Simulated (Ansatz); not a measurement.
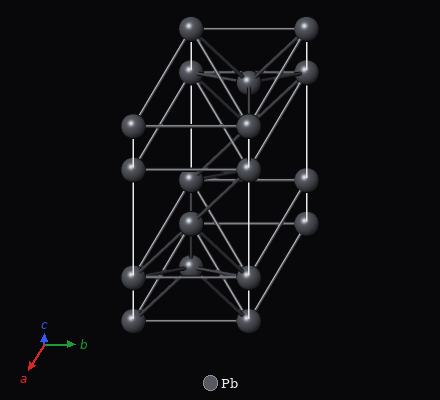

Pb (R-3m, No. 166): the geometry relaxed with DFT r2SCAN, scalar-relativistic, plane waves, PAW (Ansatz 0.2.0); the starting structure was generated, so it need not be a known form of this composition.

```cif
data_structure
_symmetry_space_group_name_H-M 'P 1'
_symmetry_Int_Tables_number 1
_cell_length_a 3.5257
_cell_length_b 3.5257
_cell_length_c 26.0117
_cell_angle_alpha 90.000
_cell_angle_beta 90.000
_cell_angle_gamma 120.000
_cell_volume 280.02
loop_
_atom_site_label
_atom_site_type_symbol
_atom_site_fract_x
_atom_site_fract_y
_atom_site_fract_z
_atom_site_occupancy
Pb1 Pb 0.00000 0.00000 0.00000 1
Pb2 Pb 0.33333 0.66667 0.89001 1
Pb3 Pb 0.00000 0.00000 0.77666 1
Pb4 Pb 0.66667 0.33333 0.33333 1
Pb5 Pb 0.00000 0.00000 0.22334 1
Pb6 Pb 0.66667 0.33333 0.10999 1
Pb7 Pb 0.33333 0.66667 0.66667 1
Pb8 Pb 0.66667 0.33333 0.55667 1
Pb9 Pb 0.33333 0.66667 0.44333 1
```

> What will an iDPC-like image along [211] show? Simulated as the projected potential of neutral atoms (B = 0.3 Å²) blurred by a 0.67 Å probe, the thin-sample limit of integrated differential phase contrast. Shot noise and the speckle of an amorphous layer were added.

The columns repeat on a centred rectangular net of 3.53 × 5.95 Å (plane group c2mm). All columns are alike (Pb). The shortest distance between visible columns is 1.33 Å in projection. Along the beam the structure repeats every 8.91 Å.

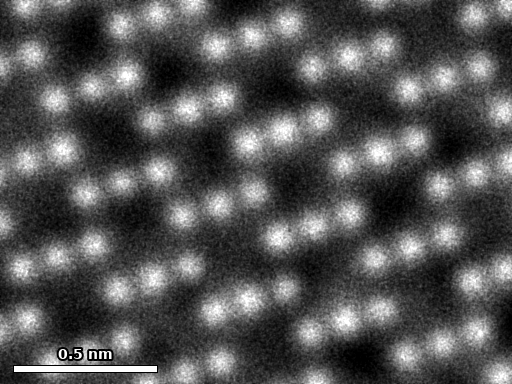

The simulated image.
